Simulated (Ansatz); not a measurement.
## Electronic structure of Ta3H (slab) in real space

Input file:

```
crystal:
  lattice:
    - [2.874309852, 0.0, 0.0]
    - [-0.958103284, 2.7099253168, 0.0]
    - [0.0, 0.0, 21.5266897253]
  atoms:
    - { symbol: Ta, position: [0.5, 0.5, 0.1858158431] }
    - { symbol: Ta, position: [0.0, 0.0, 0.2909732295] }
    - { symbol: Ta, position: [0.5, 0.5, 0.39609851] }
    - { symbol: H, position: [0.5, 0.5, 0.5154851892], spin: 1.0 }
basis:
  ecutwfc: 420
kpoints:
  mp_grid: { grid: [10, 10, 1] }
hamiltonian:
  xc: pbe
  pseudopotentials: { kind: paw, azcp: { folder: soft_1 } }
scf:
  occupations: { method: gaussian, width: 0.1 }
output:
  forces: true
  eigenvalues: true
  populations: true
  write_density: true
  write_potential: true
  elf: true
  volumetric_format: npy
magnetization:
  spin_polarized: true
efield:
  axis: 3
  dipole_correction: true
  ramp_width: 0.04
```

Command:

```sh
ansatz run input.yaml --threads 1 --pin off --max-ram 3072MiB --backend cpu --events-out ev --progress --plain --runs-dir out
```

A point of a scan over the structure, not its minimum; not relaxed (largest force 1.7 eV/Å); PAW files of the earlier set (soft_1); spin-polarised.

All numbers below come from Ansatz 0.2.0, DFT PBE, scalar-relativistic, plane waves, PAW.

The density is the valence pseudo-density of a PAW calculation; it isn't the true density close to the nuclei.

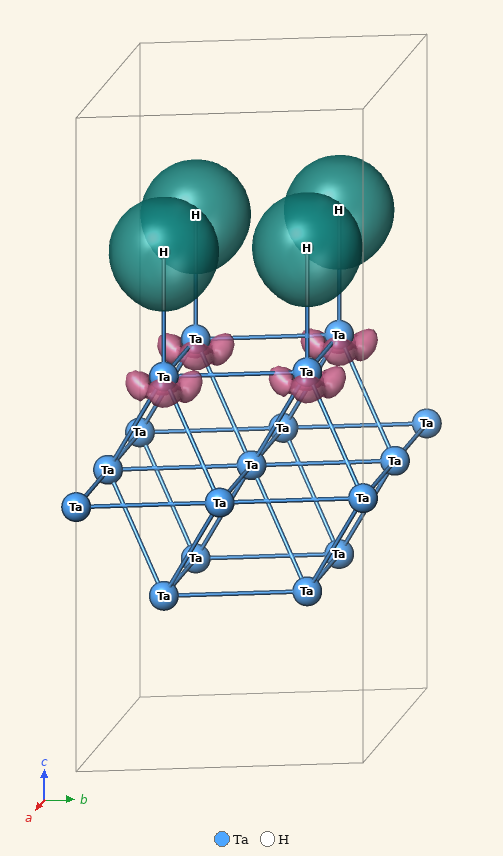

Figure 1. Isosurfaces of the spin density at +0.015 (teal) and −0.015 e/Å³ (pink), seen slightly off an axis. Sticks mark near contacts.

Describe the spin distribution.

The spin density sits on H: +0.4 μB in one cell of 4 atoms, with smaller moments on other sites: Ta (up to −0.05 μB): a single local moment. The cell of the calculation (4 atoms) carries 0.3 μB of net spin moment.

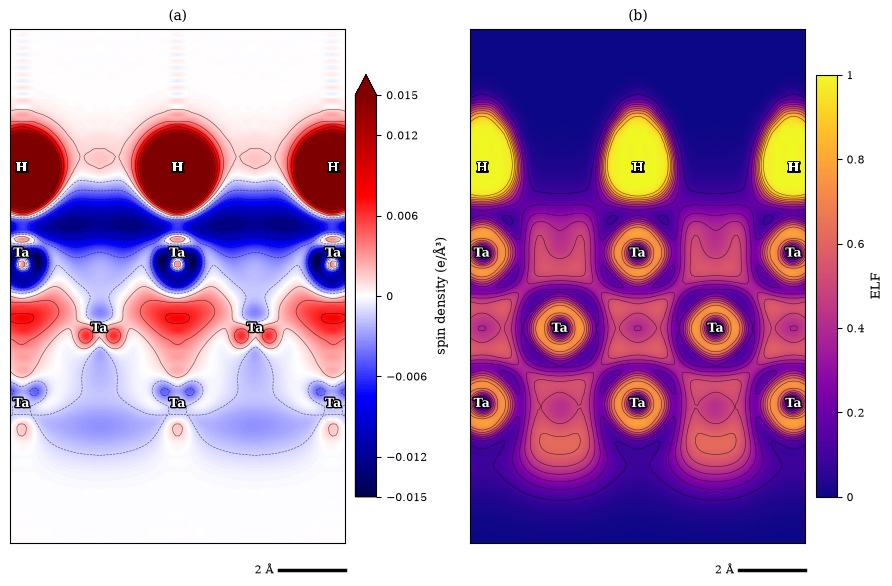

Figure 2. (a) spin density (up minus down); (b) electron localisation function on the (110) plane of the calculation cell, a cut from vacuum to vacuum.

What do the fields say about this system?

- Atoms in the plane: Ta and H.
- Ta–H (2.57 Å): the ELF climbs to about 1 towards the hydrogen.
- The features right at Ta lie inside the PAW spheres, where the map follows smoothed inner orbitals and isn't to be read closely.

Does the calculation make it a metal, or give it a gap?

It is gapless in this calculation (a metal or semimetal).
